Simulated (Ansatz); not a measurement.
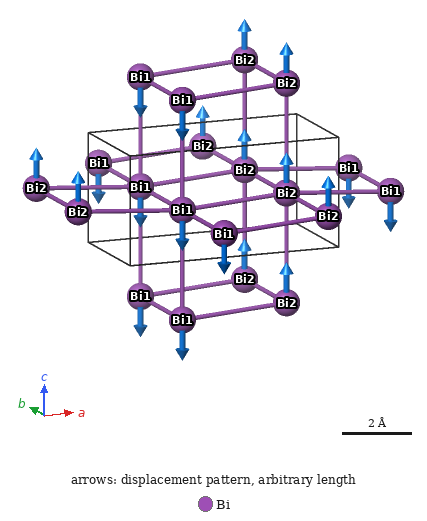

One vibrational mode of solid Bi (a generated structure) at the zone centre. The blue arrows give the relative displacements of the atoms. Style: ball-and-stick. Shown: the cell of the calculation, slightly off an axis.

All numbers below come from DFT PBE, scalar-relativistic, plane waves, PAW in Ansatz 0.2.0. (plane-wave cutoff 420 eV; k-point mesh 10 × 20 × 16; occupations fermi dirac; smearing width 0.15 eV; no spin polarisation)

The frequencies depend somewhat on the k-mesh and the smearing.

**Give the symmetry, activity and frequency of this mode.**

This is the A_g mode at 1.2 meV, optical level 2 of 3, counted from below, Raman-active by symmetry. All motion is along c; atoms of one kind move against one another, with no net shift of their sublattice. The frequency is so near zero that its sign isn't certain.
